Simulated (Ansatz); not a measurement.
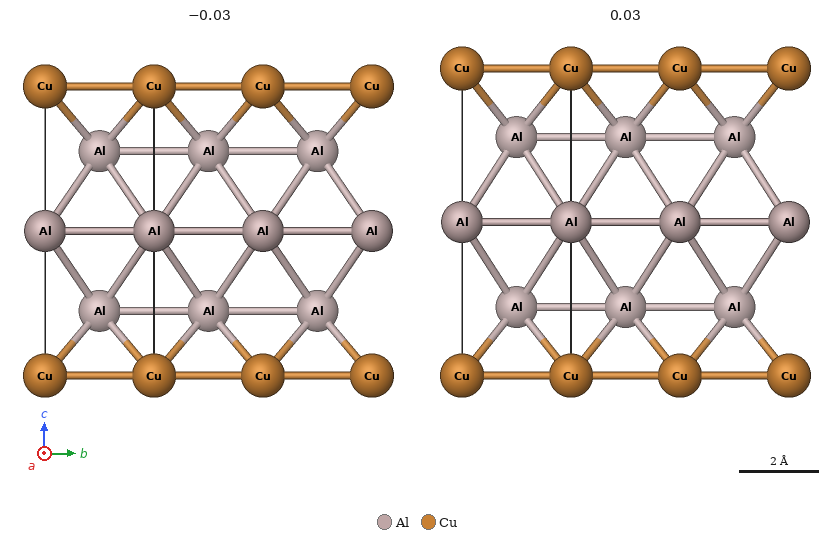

Crystalline Al3Cu (set up in P4/mmm), under strain along c alone (the other axes held, atoms relaxed), with energies (extrapolated to zero smearing) counted from the relaxed crystal, which is the row at zero. The picture shows the first and the last member. A ball-and-stick model of the cell of the calculation, repeated 1 × 3 × 1 with one cell outlined, seen along the a axis.

Computed with Ansatz 0.2.0: DFT r2SCAN, scalar-relativistic, plane waves, PAW. Set-up: plane-wave cutoff 500 eV; k-point mesh 18 × 18 × 8; occupations gaussian; smearing width 0.1 eV; no spin polarisation; atoms relaxed in a fixed cell; force threshold 0.008 eV/Å.

```tsv
strain	energy (meV/atom)	a (Å)	c (Å)
−0.03	8.90	2.774	7.364
−0.02	4.00	2.774	7.440
−0.01	?	?	?
0.0	0.00	2.774	7.592
0.01	0.99	2.774	7.668
0.02	4.14	2.774	7.744
0.03	9.22	2.774	7.820
```

Question: One row is withheld. What does the calculation give there?

Answer: A parabola through three neighbouring rows (−0.03, −0.02, 0.0) gives, with Lagrange weights, (−0.3333)(8.90) + (1.0000)(4.00) + (0.3333)(0.00) = 1.03 meV/atom. The calculation gives 1.01 meV/atom (a = 2.774 Å, c = 7.516 Å). The estimate is 0.02 meV/atom too high. From the first member to the last: Al–Al 2.825 → 2.920 Å, Al–Cu 2.562 → 2.626 Å.

The whole series:

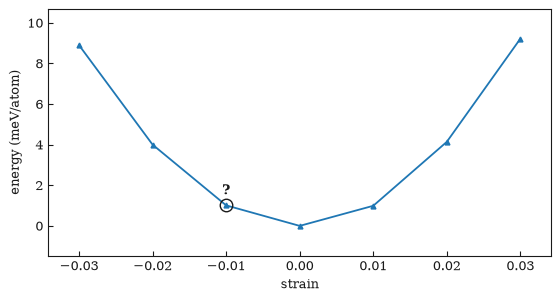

Each member starts from this one structure; whether another phase lies lower wasn't checked.
